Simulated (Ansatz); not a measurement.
# Nb(100) film, 1 layer, flat: channels in plane against thickness, part 2 of 2

Wanted: in-plane conductance by layer count, from Nb(100) film, 1 layer, flat.

Ansatz 0.2.0; Ansatz plane-wave DFT, PBE, PAW files; ballistic transport by layer matching (Landauer), zero bias.

So far, lead conductance per cell (G₀): step 2 (with 1 layer) 2.45.

## Step 6: With 5 layers, thickness 8.266 A

The film grows to 5 layers.

System of this step: Nb(100) film, 5 layers, flat. The cell holds 5 atoms: 5 Nb. Cell: a = 17.613 Å, b = 3.306 Å, c = 3.306 Å, α = 90.0°, β = 90.0°, γ = 90.0°. It derives from Nb. Vacuum lies along a. The structure's axis is c.

Input file input.yaml:

```yaml
crystal:
  lattice:
    - [17.6126, 0.0, 0.0]
    - [0.0, 3.3063, 0.0]
    - [0.0, 0.0, 3.3063]
  atoms:
    - { symbol: Nb, position: [0.2554989042, 0.0, 0.0] }
    - { symbol: Nb, position: [0.349360685, 0.5, 0.5] }
    - { symbol: Nb, position: [0.4432224657, 0.0, 0.0] }
    - { symbol: Nb, position: [0.5370842465, 0.5, 0.5] }
    - { symbol: Nb, position: [0.6309460273, 0.0, 0.0] }
kpoints:
  mp_grid: { grid: [1, 13, 13] }
hamiltonian:
  xc: pbe
scf:
  occupations: { method: fermi_dirac, width: 0.1 }
output:
  transmission:
    leads: [[0, 0]]
    kmesh: [1, 38]
    e_range: [-0.27, 0.27]
    de: 0.036
```

The run is started by

```console
ansatz run input.yaml --threads 4 --pin off --max-ram 8192MiB --backend cpu --events-out ev --progress --plain --runs-dir out
```

Numbers of over 12 decimals in the logs are rounded to 6 here.

The program printed:

```text
[...]
Crystal: 5 atoms, lattice volume = 192.534 Å³
Basis set: ecut = 420 eV, 3803 PW (Γ)
Bands: 39, of which v1, the nominal top of the filled ones, is band 33 counted from 1 (32 counted from 0)
Symmetry: 16 space group operations
[...]
k-points: 28 of 169
[...]
--- Transmission ---
  basis      : 513 plane waves across, 5 finite elements along
  points     : 20, standing for a mesh of 1 x 38
[...]
crystal 0  : Nb5, at the sites [0, 0], period 3.3063 Å: whole cells are its period
[...]
filled         : 13.8 meV under the level at which it is neutral
    channels       : 3.394737e0 a spin
[...]
slowest decay  : 0.0357 /Å at (0.0000, 0.3158)
[key lines of the parts left out:]
SCF converged after 9 iterations
Free energy (F): -22758.043783 eV
Fermi energy:    6.642880 eV
```

It took 24 min on 4 threads of Arm Neoverse V1, shared host; peak memory 2.5 GiB; 89 min of CPU time.

This step gave:

```
free energy                                    : -22758.0438 eV
energy at zero smearing                        : -22757.9216 eV
Fermi energy                                   : 6.643 eV
cell area                                      : 58.23 Å²
open channels per spin nearest the Fermi level : 3.816
estimated errors of the lead's conductance     : 0, 6.3, 2.7 % (band edges, k-mesh, distance from neutral)
lead conductance per cell                      : 3.625 G₀
```

Per spin. Table of open channels, zone mean, lead by energy, zero at the Fermi level:

| energy (eV) | open channels, zone mean, lead |
| --- | --- |
| -0.270 | 4.92 |
| -0.234 | 5.08 |
| -0.198 | 5.13 |
| -0.162 | 5.24 |
| -0.126 | 4.82 |
| -0.090 | 4.34 |
| -0.054 | 4.03 |
| -0.018 | 3.82 |
| 0.018 | 3.39 |
| 0.054 | 3.03 |
| 0.090 | 3.53 |
| 0.126 | 3.39 |
| 0.162 | 3.5 |
| 0.198 | 3.08 |
| 0.234 | 3.71 |
| 0.270 | 3.92 |

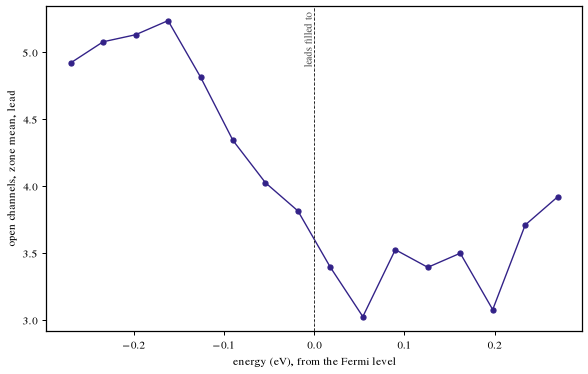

Open channels, zone mean, lead, plotted against energy.

The lead conductance per cell is 3.62 G₀, 24 % over the 2.92 G₀ of the last finished run.

## Step 7: Cost and result by level

Times are for 4 threads of Arm Neoverse V1, shared host. The series side by side:

| no. | layers | lead conductance per cell (G₀) | time | memory (GiB) |
| --- | --- | --- | --- | --- |
| 1 | 1 | 2.448 | 3.6 min | 0.84 |
| 2 | 2 | 2.497 | 4.9 min | 1.3 |
| 3 | 3 | 2.247 | 9 min | 1.6 |
| 4 | 4 | 2.925 | 17 min | 2.1 |
| 5 | 5 | 3.625 | 24 min | 2.5 |

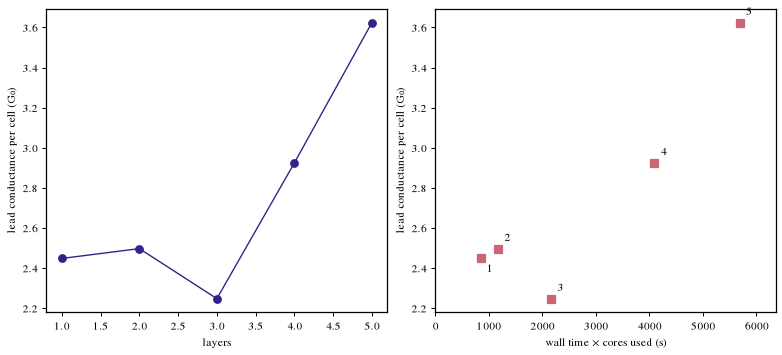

The series as plots; the last panel sets the first result against cost, with the runs numbered as in the table.

The runs together. Table of open channels, zone mean by energy, zero at the Fermi level:

| energy (eV) | 1 | 2 | 3 | 4 | 5 |
| --- | --- | --- | --- | --- | --- |
| -0.270 | 2.11 | 2.32 | 2.63 | 3.03 | 4.92 |
| -0.234 | 2.26 | 2.11 | 2.68 | 2.71 | 5.08 |
| -0.198 | 1.89 | 2 | 2.53 | 2.71 | 5.13 |
| -0.162 | 1.84 | 1.84 | 2.47 | 2.66 | 5.24 |
| -0.126 | 2.05 | 1.89 | 2.47 | 2.61 | 4.82 |
| -0.090 | 2.21 | 2.16 | 2.37 | 2.34 | 4.34 |
| -0.054 | 2.26 | 2.26 | 2.32 | 2.16 | 4.03 |
| -0.018 | 2.37 | 2.37 | 2.21 | 2.58 | 3.82 |
| 0.018 | 2.58 | 2.47 | 2.32 | 3.11 | 3.39 |
| 0.054 | 2.74 | 2.84 | 2.13 | 3.74 | 3.03 |
| 0.090 | 2.47 | 3.05 | 2 | 3.21 | 3.53 |
| 0.126 | 2.63 | 3 | 2.05 | 3.42 | 3.39 |
| 0.162 | 2.42 | 2.89 | 2.47 | 3.68 | 3.5 |
| 0.198 | 2.37 | 2.89 | 2.95 | 4.11 | 3.08 |
| 0.234 | 2.37 | 3 | 2.68 | 4.39 | 3.71 |
| 0.270 | 2.37 | 2.74 | 2.89 | 4.87 | 3.92 |

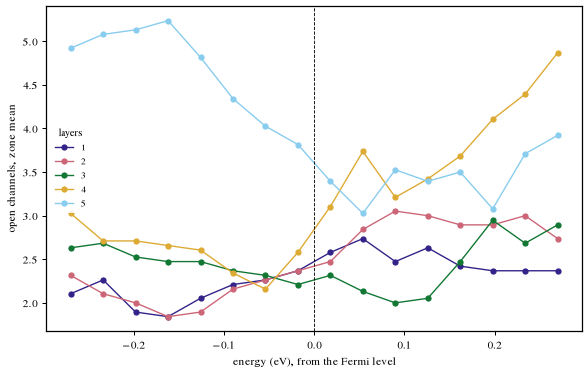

Open channels, zone mean, plotted against energy.

## Step 8: Summary of results

| Item | Value |
| --- | --- |
| conductance per cell, 1 layer | 2.45 G₀ |
| conductance per cell, 2 layers | 2.50 G₀ |
| conductance per cell, 3 layers | 2.25 G₀ |
| conductance per cell, 4 layers | 2.92 G₀ |
| conductance per cell, 5 layers | 3.62 G₀ |

What this shows: The conductance per cell width goes from 2.45 G0 at 1 to 3.62 G0 at 5 layers. Over the film's own cross-section (layers × spacing × width) the conductance runs from 3.5 to 1.0×10¹⁵ S/m²; that nominal section leaves out the charge that spills into the vacuum, which flatters the thinnest films. The gains from one thickness to the next are 0.049, -0.25, 0.68 and 0.70 G0 per added layer; they differ by more than the error estimates allow, as expected where subbands cross the Fermi level in steps. The film repeats perfectly along the current, so nothing scatters; its faces are clean and not relaxed. The program's error estimates for the conductances, leads' steps apart, run from 5.8 to 14 %.

[Logs are printed without paths, hosts, clocks, repeated set-up lines and the standing remarks that a program may print on its own settings, such as how far it seeks lower states.]

[Hosts, paths, dates, database ids (printed as entryN), source tags and the programs' standing remarks are cut or masked in the printed files.]
